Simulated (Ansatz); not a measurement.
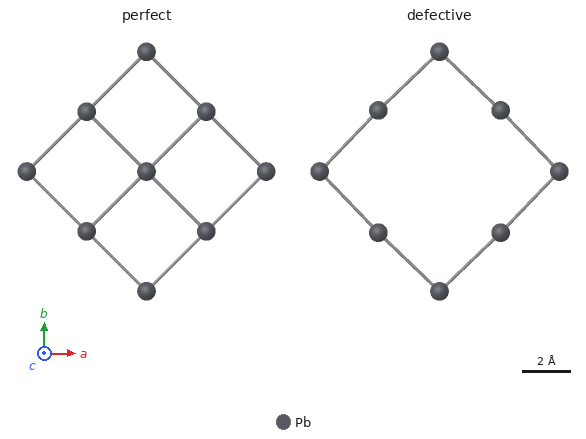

Left: perfect Pb. Right: the same region with one point defect, after relaxing the atoms in a supercell of 27 sites. A ball-and-stick model of the atoms within 5.4 Å of one point, in a slice 5.0 Å thick across the line of sight, seen along the c axis.

Computed with Ansatz 0.2.0, DFT PBE, scalar-relativistic, plane waves, PAW. (plane-wave cutoff 420 eV; k-point mesh 3 × 3 × 3; occupations gaussian; smearing width 0.1 eV; no spin polarisation) The cell is small and the k-mesh coarse, so the numbers are rough. The axes drawn are those of the host's conventional cell.

> Which defect is it?

A lead atom is taken out (a vacancy).

The charge state of the cell is 0.

> What does the relaxation do around it?

Around the empty Pb site the host had 12 Pb at 3.56 Å; after relaxation the nearest atoms are 12 Pb at 3.64 Å. Of the host's atoms, a lead atom moves furthest from its site, by 0.08 Å. Relaxing the atoms from the host's sites lowers the energy by 0.07 eV. At a tolerance of 0.02 Å the relaxed supercell has space group Fm-3m.
